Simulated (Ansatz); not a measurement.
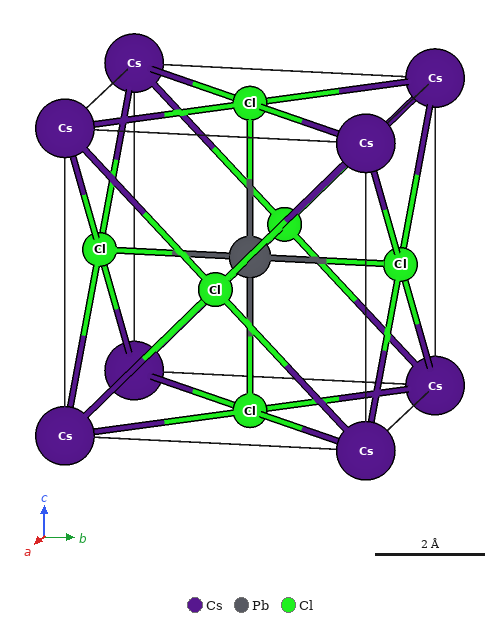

The structure as given in the input (ball-and-stick view of the cell of the calculation, seen slightly off an axis).

# CsPbCl3: single-point calculation

- system: CsPbCl3 (5 atoms in the cell)
- method: DFT r2SCAN, scalar-relativistic, plane waves, PAW, no spin polarisation (Ansatz 0.2.0)

The structure derives from a Materials Project entry. It belongs to a series of runs on one base structure; here: strain along c alone, the other axes held, atoms relaxed: +2.0 %.

**Output**
```
Engine: ansatz 0.2.0, aarch64-unknown-linux-gnu
Pseudopotentials: kind: paw
Pseudopotential: Cs, paw, valence charge 9, recommended cutoff 500 eV (meta_gga), Cs.paw.azcp
Pseudopotential: Pb, paw, valence charge 14, recommended cutoff 500 eV (meta_gga), Pb.paw.azcp
Pseudopotential: Cl, paw, valence charge 7, recommended cutoff 500 eV (meta_gga), Cl.paw.azcp
Functional definition: r2SCAN
  parameter k0 = 0.174
  parameter k1 = 0.065
  parameter a1 = 4.9479
  exchange = r2scan_x(k0 = k0, k1 = k1, a1 = a1)
  correlation = r2scan_c
Crystal: 5 atoms, lattice volume = 186.502 Å³
Basis set: ecut = 500 eV, 4769 PW (Γ), exchange–correlation on 180×180×180 points (64 copies of the dense FFT grid, shifted against one another)
Bands: 27, of which v1, the nominal top of the filled ones, is band 22 counted from 1 (21 counted from 0)
Symmetry: 16 space group operations
Space group: P4/mmm (ITA 123), of the structure as read, at distance tolerance 5.7e-5 Å
k-points: 40 of 216
Non-local potential: Cs, projectors of the file, l = 0: 3, l = 1: 2, l = 2: 2, l = 3: 2
Non-local potential: Pb, projectors of the file, l = 0: 2, l = 1: 2, l = 2: 2, l = 3: 2
Non-local potential: Cl, projectors of the file, l = 0: 2, l = 1: 2, l = 2: 2
PAW form: soft (Blöchl's): semilocal exchange-correlation on the pseudo side does not see the compensation charge
PAW frozen core: Cs, regenerated for the run's functional (the file was generated under x = pbe(κ = 0.804, μ = 0.2195149727645171), c = pbe(β = 0.06672455060314922))
PAW frozen core: Pb, regenerated for the run's functional (the file was generated under x = pbe(κ = 0.804, μ = 0.2195149727645171), c = pbe(β = 0.06672455060314922))
PAW frozen core: Cl, regenerated for the run's functional (the file was generated under x = pbe(κ = 0.804, μ = 0.2195149727645171), c = pbe(β = 0.06672455060314922))
PAW one-centre angular grid: Cs, 302 points (default); XC on 160 Gauss nodes
PAW one-centre angular grid: Pb, 590 points (default); XC on 160 Gauss nodes
PAW one-centre angular grid: Cl, 302 points (default); XC on 160 Gauss nodes
Initial density: superposition of atomic densities (neutral atoms: chi_scale 0, normalization atom), corrected by the library's trained network
Initial wavefunctions: pseudopotential atomic-orbital guess
Functional: x = r2scan, c = r2scan; τ floored in thin density (d = 2e-4 eV/Å³)
SCF iter   1: F=—  HF=-20866.133862 eV  |F-HF|=—  |Δ(HF+E_count)|=         —  Δρ=4.42e-3  dr2=2.39e-2  dr2_τ=5.71e-3  ethr=1.77e-3  ⟨swp⟩=8.2  Hψ=5800  notcnv=0
preconditioner: auto → Resta (q_TF=auto, 2.145 Å⁻¹)  ε∞=2.6  [insulator: Δε(μ)=2.418 eV  Ē_g=13.897 eV  σ=0.020 eV  W_gap=1.00  n_scr=26 (ndim 8)  ℏωp=17.6 eV  f_vac=0.078  D(μ)=0.00/eV (n_scr^D=0)  ε∞_Penn≈2.6]
SCF iter   2: F=—  HF=-20866.156064 eV  |F-HF|=—  |Δ(HF+E_count)|=   2.22e-2  Δρ=1.96e-3  dr2=5.18e-3  dr2_τ=2.26e-4  ethr=5.43e-5  ⟨swp⟩=3.4  Hψ=2612  notcnv=0  defer=40
SCF iter   3: F=—  HF=-20866.155368 eV  |F-HF|=—  |Δ(HF+E_count)|=   6.96e-4  Δρ=4.99e-4  dr2=3.46e-4  dr2_τ=4.63e-5  ethr=1.18e-5  ⟨swp⟩=2.4  Hψ=2011  notcnv=0  defer=40
SCF iter   4: F=—  HF=-20866.155389 eV  |F-HF|=—  |Δ(HF+E_count)|=   2.17e-5  Δρ=7.50e-5  dr2=1.14e-5  dr2_τ=1.39e-6  ethr=7.86e-7  ⟨swp⟩=2.0  Hψ=1687  notcnv=0  defer=40
SCF iter   5: F=—  HF=-20866.155355 eV  |F-HF|=—  |Δ(HF+E_count)|=   3.45e-5  Δρ=2.00e-5  dr2=6.06e-7  dr2_τ=5.77e-8  ethr=2.59e-8  ⟨swp⟩=2.1  Hψ=1823  notcnv=0  defer=40
SCF iter   6: F=-20866.155355 eV  HF=-20866.155355 eV  |F-HF|=8.32e-9  |Δ(HF+E_count)|=   5.80e-7  Δρ=3.21e-6  dr2=2.83e-8  dr2_τ=1.65e-9  ethr=2.27e-10  ⟨swp⟩=14.8  Hψ=9020  notcnv=0
SCF 1 converged in 6 iterations: F = -20866.155355 eV  dr2 = 2.83e-8
  greatest PAW one-centre occupation: 0.982 electrons in one spin orbital (limit 2), on the Pb atom at site 1 (counted from 0), in its partial waves of l = 2
SCF converged after 6 iterations
Free energy (F): -20866.155355 eV
Harris-Foulkes:  -20866.155355 eV  (|F-HF|=8.32e-9)
Internal energy: -20866.155355 eV  (E = F + TS)
E sigma→0 (E₀):  -20866.155355 eV
Fermi energy:    4.275684 eV
--- Per-component energies (eV) ---
  E_band       = -281.798760
  E_kinetic    = 909.148321
  E_local      = -2734.360536  (includes V_loc(G=0)·N_el)
  E_nonlocal   = 464.947274
  E_hartree    = 1034.928866
  E_xc         = -684.206990
  E_vxc        = -688.565819  (∫ρ·V_xc dr)
  E_paw        = -17522.434522  (= ΣΔE_a)
  E_vpaw       = -341.979639  (= ΣTr[D̂ρ^β])
  E_aug_tail   = 0.000125  (compensation charges beyond the density's cutoff)
  E_vtau       = 39.153463  (kinetic-family band-sum trace: ∫τ·v_τ [+ j·A + Jᵃ·Aᵃ] dr)
  E_ewald      = -2334.784054
  E_core_change = 0.606161  (= ΣΔE_core)
  E_smearing   = -0.000000  (= −TS)
  E_closure    = -0.000000  (closes the sum)
  Σ components = -20866.155355   (vs F -20866.155355, Δ=0.00e0)
--- Forces (eV/Å), atoms counted from 1 ---
  atom   1  Cs    -0.00000000    -0.00000000     0.00000000
  atom   2  Pb     0.00000000     0.00000000     0.00000000
  atom   3  Cl     0.00000000     0.00000000     0.00000000
  atom   4  Cl    -0.00000000     0.00000000     0.00000000
  atom   5  Cl     0.00000000     0.00000000     0.00000000
  max |Σ_I F_I| component: 3.10e-29 eV/Å
--- Stress (GPa, compression-positive) ---
       -0.190315       0.000000       0.000000
        0.000000      -0.190315       0.000000
        0.000000       0.000000      -1.049871
  P = ⅓ Tr σ = -0.4768 GPa (-4.768 kbar)
--- Band table (eV; the first three rows and the last of 40) ---
  k-point 0: bands = ["-18.6593", "-14.1522", "-14.1228", "-13.9521", "-13.9521", "-13.9458", "-12.3136", "-11.5824", "-11.5707", "-5.0974", "-5.0908", "-5.0908", "-3.4469", "-1.3062", "-1.3062", "-1.1613", "0.6359", "0.6678", "0.6678", "0.7407", "0.7559", "0.7559", "7.1434", "8.0550", "8.1098", "9.0184", "9.0184"]
  k-point 1: bands = ["-18.6590", "-14.1522", "-14.1060", "-13.9523", "-13.9523", "-13.9458", "-12.2847", "-11.6296", "-11.5820", "-5.0939", "-5.0873", "-5.0873", "-3.7162", "-1.2912", "-1.2912", "-0.6880", "0.6139", "0.6532", "0.6532", "0.7300", "0.7300", "0.7552", "7.3654", "8.2288", "8.2664", "8.7318", "9.0407"]
  k-point 2: bands = ["-18.6583", "-14.1521", "-14.0716", "-13.9527", "-13.9527", "-13.9458", "-12.2012", "-11.7740", "-11.5813", "-5.0870", "-5.0802", "-5.0802", "-4.0909", "-1.2603", "-1.2603", "-0.0254", "0.5710", "0.6251", "0.6251", "0.6768", "0.6768", "1.0233", "7.1762", "8.1300", "8.6287", "8.7900", "9.0092"]
  k-point 39: bands = ["-18.6551", "-13.9944", "-13.9909", "-13.9542", "-13.9542", "-13.9483", "-11.9831", "-11.9831", "-11.8796", "-5.6723", "-5.1377", "-5.1377", "-5.1323", "0.0717", "0.1318", "0.1318", "0.4783", "0.5033", "1.0533", "1.0533", "1.0568", "3.0525", "5.4988", "5.6403", "5.6403", "9.0002", "9.3530"]
```

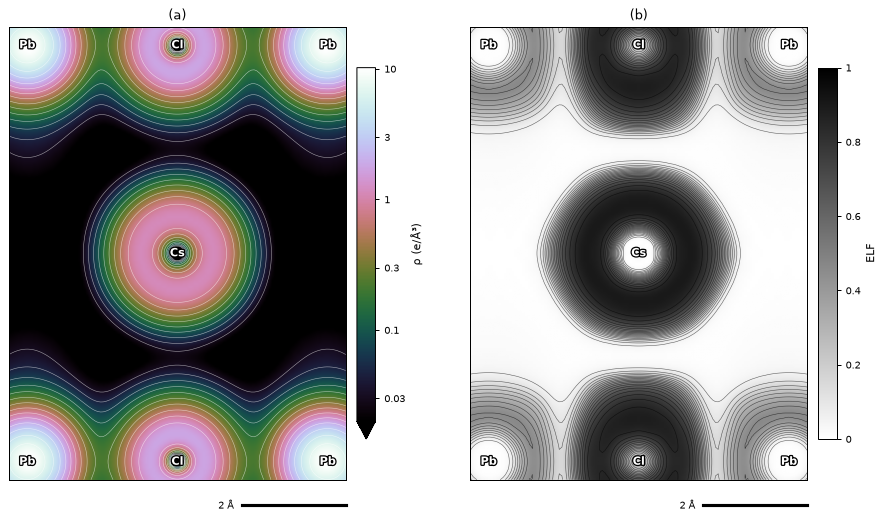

(a) valence electron density; (b) electron localisation function on the (11̄0) plane of the conventional cell. The plane passes through Cs, Pb and Cl nuclei. Cs–Cl (4.01 Å): the density is about 0.03 e/Å³ at the midpoint; the ELF is about 0 at the midpoint (ionic bonding with no shared pair). Pb–Cl (2.89 Å): ρ is about 0.22 e/Å³ halfway; the ELF peaks at about 0.85 in the valence shell of Cl, 0.8 Å from its nucleus, and drops to about 0.15 between the two atoms. Away from the nuclei the density in this plane falls to 0.003 e/Å³ at its lowest. The strong features right at Cs lie inside the PAW spheres (semicore, d or f shells) and say nothing about bonding. The fields are those of the smooth PAW valence density.

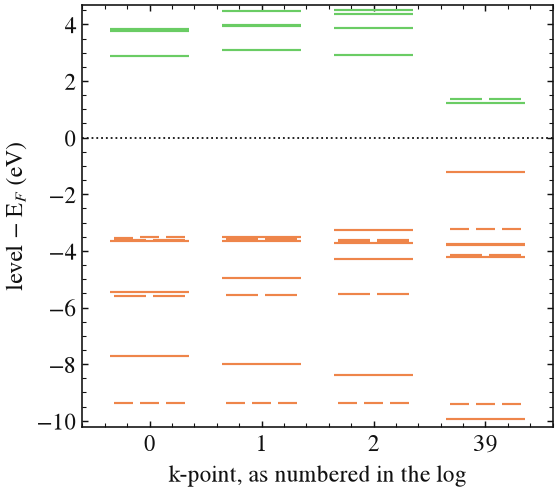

Kohn–Sham levels near the Fermi level (dotted) at the few k-points that the log prints; levels within 0.02 eV of each other stand side by side. Among these points the highest filled and lowest empty levels are 2.45 eV apart, which is the gap on the mesh.

This output came from the following input.

**Input**
```yaml
crystal:
  lattice:
    - [5.6758069162, 0.0, 0.0]
    - [0.0, 5.6758069162, 0.0]
    - [0.0, 0.0, 5.7893230545]
  atoms:
    - { symbol: Cs, position: [0.0, 0.0, 0.0] }
    - { symbol: Pb, position: [0.5, 0.5, 0.5] }
    - { symbol: Cl, position: [0.0, 0.5, 0.5] }
    - { symbol: Cl, position: [0.5, 0.0, 0.5] }
    - { symbol: Cl, position: [0.5, 0.5, 0.0] }
basis:
  ecutwfc: 500
kpoints:
  mp_grid: { grid: [6, 6, 6] }
hamiltonian:
  xc: r2scan
scf:
  occupations: { method: gaussian, width: 0.02 }
output:
  forces: true
  stress: true
  eigenvalues: true
  write_density: true
  write_potential: true
  elf: true
  volumetric_format: npy
```

Command:
```bash
ansatz run input.yaml --threads 1 --pin off --max-ram 2560MiB --backend cpu --events-out ev --progress --plain --runs-dir out
```

**Results in brief**

- outcome: converged
- space group (tolerance 0.01 Å): P4/mmm (123)
- electrons treated: 44
- free energy: −20866.1554 eV
- Fermi energy: 4.276 eV
- gap on the k-point mesh: 2.45 eV
- pressure: −0.48 GPa
- largest force (length of the vector): under 0.001 eV/Å
- hardware: 1 thread of Arm Neoverse V1, 24 GiB of memory available, shared host
- wall time: 41 s
- peak memory: 0.89 GiB

Spin–orbit coupling is left out, which matters for Pb.
